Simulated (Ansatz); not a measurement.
**TiAl3: a changed input and its effect**

System: TiAl3 (Cm, 12 atoms in the cell).
Method of the first run: DFT PBEsol, scalar-relativistic, plane waves, PAW, no spin polarisation (Ansatz 0.2.0).

The structure derives from a Materials Project entry. Text and figures count atoms from 1; the logs count them from 0 in places.

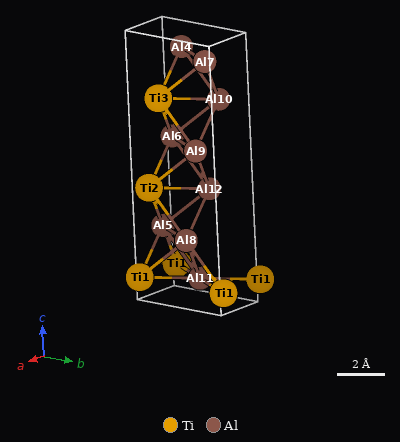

Figure 1. The input geometry (ball-and-stick view of the cell of the calculation, seen slightly off an axis; atoms are numbered from 1 in the order of the input). An atom can appear more than once, as a periodic image. Near neighbours in the periodic cell (some may lie outside the picture): Ti has 10 Al at 2.46 to 2.79 Å; Ti has 12 Al at 2.79 Å; Al has 7 Al at 2.46 to 2.79 Å and 3 Ti at 2.46 to 2.79 Å; Al has 8 Al at 2.79 Å and 4 Ti at 2.79 Å; Al has 6 Al at 2.46 to 2.79 Å and 4 Ti at 2.79 Å.

Input file, the first run:
```yaml
crystal:
  lattice:
    - [0.0, -3.9483448101, 0.0]
    - [0.0, 0.0, -3.9483448101]
    - [11.8450344303, -1.3159833252, 1.3159833252]
  atoms:
    - { symbol: Ti, position: [-0.027775, 1.027775, 0.0833333333] }
    - { symbol: Ti, position: [-0.138875, 1.138875, 0.4166666667] }
    - { symbol: Ti, position: [-0.249975, 1.249975, 0.75] }
    - { symbol: Al, position: [0.194475, 0.305525, 0.9166666667] }
    - { symbol: Al, position: [0.416675, 0.083325, 0.25] }
    - { symbol: Al, position: [0.305575, 0.194425, 0.5833333333] }
    - { symbol: Al, position: [-0.305525, 0.805525, 0.9166666667] }
    - { symbol: Al, position: [-0.083325, 0.583325, 0.25] }
    - { symbol: Al, position: [-0.194425, 0.694425, 0.5833333333] }
    - { symbol: Al, position: [0.250025, 0.749975, 0.75] }
    - { symbol: Al, position: [0.472225, 0.527775, 0.0833333333] }
    - { symbol: Al, position: [0.361125, 0.638875, 0.4166666667] }
basis:
  ecutwfc: 420
kpoints:
  mp_grid: { grid: [12, 12, 4] }
hamiltonian:
  xc: pbesol
scf:
  occupations: { method: gaussian, width: 0.15 }
output:
  forces: true
  stress: true
  eigenvalues: true
```

Command:
```bash
ansatz run input.yaml --threads 2 --pin off --max-ram 5120MiB --backend cpu --events-out ev --progress --plain --runs-dir out
```

Hardware: 2 threads of Arm Neoverse V1, 24 GiB of memory available, shared host.

Output, shortened to warnings, some set-up lines, iterations and results (the first run):
```
Basis set: ecut = 420 eV, 3633 PW (Γ), exchange–correlation on 54×54×162 points (8 copies of the dense FFT grid, shifted against one another)
Symmetry: 2 space group operations
k-points: 164 of 576 (time reversal used)
Initial density: superposition of atomic densities (neutral atoms: chi_scale 0, normalization atom), corrected by the library's trained network
[...]
SCF iter   1: F=—  HF=-12145.853236 eV  |F-HF|=—  |Δ(HF+E_count)|=         —  Δρ=6.63e-3  dr2=6.29e-1  ethr=1.77e-3  ⟨swp⟩=7.1  Hψ=34555  notcnv=0
SCF iter   2: F=—  HF=-12145.832159 eV  |F-HF|=—  |Δ(HF+E_count)|=   2.11e-2  Δρ=3.41e-3  dr2=2.15e-1  ethr=9.98e-4  ⟨swp⟩=1.0  Hψ=8528  notcnv=0
SCF iter   3: F=—  HF=-12145.820769 eV  |F-HF|=—  |Δ(HF+E_count)|=   1.14e-2  Δρ=6.80e-4  dr2=3.04e-3  ethr=3.42e-4  ⟨swp⟩=1.2  Hψ=6680  notcnv=0
SCF iter   4: F=—  HF=-12145.820397 eV  |F-HF|=—  |Δ(HF+E_count)|=   3.72e-4  Δρ=2.32e-4  dr2=2.27e-4  ethr=4.83e-6  ⟨swp⟩=2.0  Hψ=8288  notcnv=0
SCF iter   5: F=—  HF=-12145.820366 eV  |F-HF|=—  |Δ(HF+E_count)|=   3.09e-5  Δρ=5.02e-5  dr2=1.06e-5  ethr=3.61e-7  ⟨swp⟩=2.7  Hψ=11140  notcnv=0
SCF iter   6: F=—  HF=-12145.820342 eV  |F-HF|=—  |Δ(HF+E_count)|=   2.38e-5  Δρ=1.68e-5  dr2=9.07e-7  ethr=1.68e-8  ⟨swp⟩=2.2  Hψ=9429  notcnv=0  defer=166
SCF iter   7: F=-12145.820342 eV  HF=-12145.820342 eV  |F-HF|=9.72e-9  |Δ(HF+E_count)|=   1.45e-7  Δρ=2.48e-6  dr2=1.28e-8  ethr=1.59e-10  ⟨swp⟩=10.3  Hψ=30531  notcnv=0
SCF 1 converged in 7 iterations: F = -12145.820342 eV  dr2 = 1.28e-8
SCF converged after 7 iterations
Free energy (F): -12145.820342 eV
Harris-Foulkes:  -12145.820342 eV  (|F-HF|=9.72e-9)
Internal energy: -12145.754139 eV  (E = F + TS)
E sigma→0 (E₀):  -12145.787240 eV
Entropy (-TS):   -0.066203 eV (-5.517 meV/atom)
Fermi energy:    10.257315 eV
--- Per-component energies (eV) ---
  E_band       = -437.169761
  E_kinetic    = 1040.649448
  E_local      = -3553.377187  (includes V_loc(G=0)·N_el)
  E_nonlocal   = 128.234126
  E_hartree    = 1566.753940
  E_xc         = -651.599315
  E_vxc        = -635.791295  (∫ρ·V_xc dr)
  E_paw        = -7165.181731  (= ΣΔE_a)
  E_vpaw       = -550.389336  (= ΣTr[D̂ρ^β])
  E_aug_tail   = 0.000317  (compensation charges beyond the density's cutoff)
  E_ewald      = -3511.824141
  E_core_change = 0.590404  (= ΣΔE_core)
  E_smearing   = -0.066203  (= −TS)
  E_closure    = 0.000000  (closes the sum)
  Σ components = -12145.820342   (vs F -12145.820342, Δ=0.00e0)
--- Forces (eV/Å), atoms counted from 1 ---
  atom   1  Ti     3.32260856    -0.92768487     0.92768487
  atom   2  Ti    -0.00222657     0.00658013    -0.00658013
  atom   3  Ti    -1.18185325     0.21128893    -0.21128893
  atom   4  Al    -1.81679084     0.53494156    -0.59306014
  atom   5  Al    -0.09534353     0.07541083     0.03908264
  atom   6  Al     0.02409573    -0.02626184    -0.01589142
  atom   7  Al    -1.81679084     0.59306014    -0.53494156
  atom   8  Al    -0.09534353    -0.03908264    -0.07541083
  atom   9  Al     0.02409573     0.01589142     0.02626184
  atom  10  Al     0.23075061    -0.05870821     0.05870821
  atom  11  Al     1.38388401    -0.40141695     0.40141695
  atom  12  Al     0.02291828     0.01597684    -0.01597684
  max |Σ_I F_I| component: 4.66e-6 eV/Å
--- Stress (GPa, compression-positive) ---
       10.162534      -2.103696       2.103696
       -2.103696       0.173075       0.489496
        2.103696       0.489496       0.173075
  P = ⅓ Tr σ = 3.5029 GPa (35.029 kbar)
```

The input of the second run differs as follows (lines with − go, lines with + come):
```diff
-    - [11.8450344303, -1.3159833252, 1.3159833252]
+    - [11.8450344303, -0.6581890798, 0.6581890798]
-    - { symbol: Ti, position: [-0.027775, 1.027775, 0.0833333333] }
-    - { symbol: Ti, position: [-0.138875, 1.138875, 0.4166666667] }
-    - { symbol: Ti, position: [-0.249975, 1.249975, 0.75] }
-    - { symbol: Al, position: [0.194475, 0.305525, 0.9166666667] }
-    - { symbol: Al, position: [0.416675, 0.083325, 0.25] }
-    - { symbol: Al, position: [0.305575, 0.194425, 0.5833333333] }
-    - { symbol: Al, position: [-0.305525, 0.805525, 0.9166666667] }
-    - { symbol: Al, position: [-0.083325, 0.583325, 0.25] }
-    - { symbol: Al, position: [-0.194425, 0.694425, 0.5833333333] }
-    - { symbol: Al, position: [0.250025, 0.749975, 0.75] }
-    - { symbol: Al, position: [0.472225, 0.527775, 0.0833333333] }
-    - { symbol: Al, position: [0.361125, 0.638875, 0.4166666667] }
+    - { symbol: Ti, position: [-0.0138916667, 1.0138916667, 0.0833333333] }
+    - { symbol: Ti, position: [-0.0694583333, 1.0694583333, 0.4166666667] }
+    - { symbol: Ti, position: [-0.125025, 1.125025, 0.75] }
+    - { symbol: Al, position: [0.3471916667, 0.1528083333, 0.9166666667] }
+    - { symbol: Al, position: [0.458325, 0.041675, 0.25] }
+    - { symbol: Al, position: [0.4027583333, 0.0972416667, 0.5833333333] }
+    - { symbol: Al, position: [-0.1528083333, 0.6528083333, 0.9166666667] }
+    - { symbol: Al, position: [-0.041675, 0.541675, 0.25] }
+    - { symbol: Al, position: [-0.0972416667, 0.5972416667, 0.5833333333] }
+    - { symbol: Al, position: [0.374975, 0.625025, 0.75] }
+    - { symbol: Al, position: [0.4861083333, 0.5138916667, 0.0833333333] }
+    - { symbol: Al, position: [0.4305416667, 0.5694583333, 0.4166666667] }
```

How does the second run compare with the first run?

With the same functional and potentials, the second run lies 4.6 meV per atom lower. The pressure goes from 3.50 to 3.10 GPa. The largest force goes from 3.572 to 2.501 eV/Å. The number of SCF iterations is the same. The plane waves at Γ go from 3633 to 3629.

Output, shortened to warnings, some set-up lines, iterations and results (the second run):
```
Basis set: ecut = 420 eV, 3629 PW (Γ), exchange–correlation on 54×54×160 points (8 copies of the dense FFT grid, shifted against one another)
Symmetry: 2 space group operations
k-points: 164 of 576 (time reversal used)
Initial density: superposition of atomic densities (neutral atoms: chi_scale 0, normalization atom), corrected by the library's trained network
[...]
SCF iter   1: F=—  HF=-12145.883747 eV  |F-HF|=—  |Δ(HF+E_count)|=         —  Δρ=4.31e-3  dr2=9.06e-2  ethr=1.77e-3  ⟨swp⟩=7.2  Hψ=34445  notcnv=0
SCF iter   2: F=—  HF=-12145.878654 eV  |F-HF|=—  |Δ(HF+E_count)|=   5.09e-3  Δρ=2.29e-3  dr2=3.38e-2  ethr=1.44e-4  ⟨swp⟩=1.0  Hψ=8528  notcnv=0
SCF iter   3: F=—  HF=-12145.875691 eV  |F-HF|=—  |Δ(HF+E_count)|=   2.96e-3  Δρ=5.57e-4  dr2=1.45e-3  ethr=5.37e-5  ⟨swp⟩=2.0  Hψ=7466  notcnv=0
SCF iter   4: F=—  HF=-12145.875514 eV  |F-HF|=—  |Δ(HF+E_count)|=   1.77e-4  Δρ=1.17e-4  dr2=8.90e-5  ethr=2.30e-6  ⟨swp⟩=2.0  Hψ=8137  notcnv=0
SCF iter   5: F=—  HF=-12145.875463 eV  |F-HF|=—  |Δ(HF+E_count)|=   5.18e-5  Δρ=3.66e-5  dr2=3.42e-6  ethr=1.41e-7  ⟨swp⟩=2.9  Hψ=12770  notcnv=0
SCF iter   6: F=—  HF=-12145.875462 eV  |F-HF|=—  |Δ(HF+E_count)|=   6.35e-7  Δρ=9.74e-6  dr2=2.71e-7  ethr=5.43e-9  ⟨swp⟩=2.0  Hψ=8824  notcnv=0
SCF iter   7: F=-12145.875462 eV  HF=-12145.875462 eV  |F-HF|=4.94e-9  |Δ(HF+E_count)|=   4.74e-8  Δρ=1.50e-6  dr2=6.03e-9  ethr=1.59e-10  ⟨swp⟩=9.7  Hψ=27745  notcnv=0
SCF 1 converged in 7 iterations: F = -12145.875462 eV  dr2 = 6.03e-9
SCF converged after 7 iterations
Free energy (F): -12145.875462 eV
Harris-Foulkes:  -12145.875462 eV  (|F-HF|=4.94e-9)
Internal energy: -12145.801303 eV  (E = F + TS)
E sigma→0 (E₀):  -12145.838382 eV
Entropy (-TS):   -0.074159 eV (-6.180 meV/atom)
Fermi energy:    10.387934 eV
--- Per-component energies (eV) ---
  E_band       = -437.006834
  E_kinetic    = 1040.823946
  E_local      = -3558.366029  (includes V_loc(G=0)·N_el)
  E_nonlocal   = 128.383193
  E_hartree    = 1569.261227
  E_xc         = -651.542393
  E_vxc        = -635.728421  (∫ρ·V_xc dr)
  E_paw        = -7165.341492  (= ΣΔE_a)
  E_vpaw       = -550.645714  (= ΣTr[D̂ρ^β])
  E_aug_tail   = 0.000317  (compensation charges beyond the density's cutoff)
  E_ewald      = -3509.610476
  E_core_change = 0.590404  (= ΣΔE_core)
  E_smearing   = -0.074159  (= −TS)
  E_closure    = 0.000000  (closes the sum)
  Σ components = -12145.875462   (vs F -12145.875462, Δ=0.00e0)
--- Forces (eV/Å), atoms counted from 1 ---
  atom   1  Ti     2.26225656     0.75428753    -0.75428753
  atom   2  Ti     0.04048235     0.02455450    -0.02455450
  atom   3  Ti    -0.27064795     0.04577482    -0.04577482
  atom   4  Al    -1.77257581    -0.75522538     0.52948567
  atom   5  Al    -0.04851590    -0.03091156    -0.00645279
  atom   6  Al    -0.00569864    -0.00936899     0.00884514
  atom   7  Al    -1.77257581    -0.52948567     0.75522538
  atom   8  Al    -0.04851590     0.00645279     0.03091156
  atom   9  Al    -0.00569864    -0.00884514     0.00936899
  atom  10  Al     0.09360553    -0.06213833     0.06213833
  atom  11  Al     1.51640296     0.57162056    -0.57162056
  atom  12  Al     0.01147586    -0.00671743     0.00671743
  max |Σ_I F_I| component: 5.37e-6 eV/Å
--- Stress (GPa, compression-positive) ---
        6.754138       2.149183      -2.149183
        2.149183       1.279668       0.628314
       -2.149183       0.628314       1.279668
  P = ⅓ Tr σ = 3.1045 GPa (31.045 kbar)
```

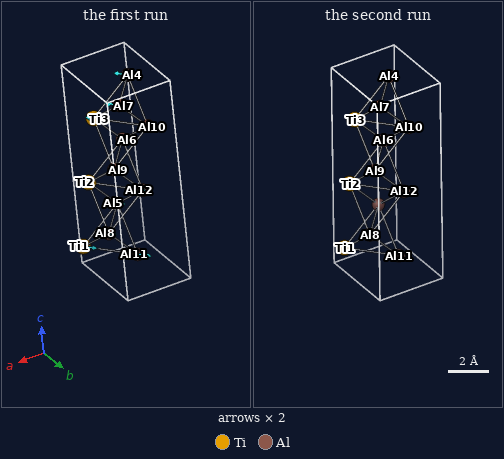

Figure 2. The two input geometries at one scale (ball-and-stick view of the cell of the calculation, seen at an oblique angle). The teal arrows on the first give the shifts of the atoms relative to the cell, with their mean removed, magnified 2 times. The largest moves relative to the cell, 0.39 Å, are those of Ti1, Al4, Al7 and Al11. Largest moves by element: Al 0.39 Å, Ti 0.39 Å. (The mean shift of all atoms is removed.) The drawn cell changes at constant volume: a = b stay at 3.948 Å, c 11.990 → 11.882 Å (−0.9 %), α 96.3° → 93.2°, β 83.7° → 86.8°.

The two runs side by side:

| quantity | the first run | the second run |
| --- | --- | --- |
| outcome | converged | converged |
| free energy per atom (eV) | −1012.1517 | −1012.1563 |
| energy per atom, smearing taken to zero (eV) | −1012.1489 | −1012.1532 |
| gap on the mesh (eV) | 0.00 | 0.00 |
| pressure (GPa) | 3.50 | 3.10 |
| largest force (eV/Å) | 3.572 | 2.501 |
| SCF iterations | 7 | 7 |
| irreducible k-points | 164 | 164 |
| plane waves at Γ | 3633 | 3629 |
| wall time (shared host) | 64 s | 64 s |
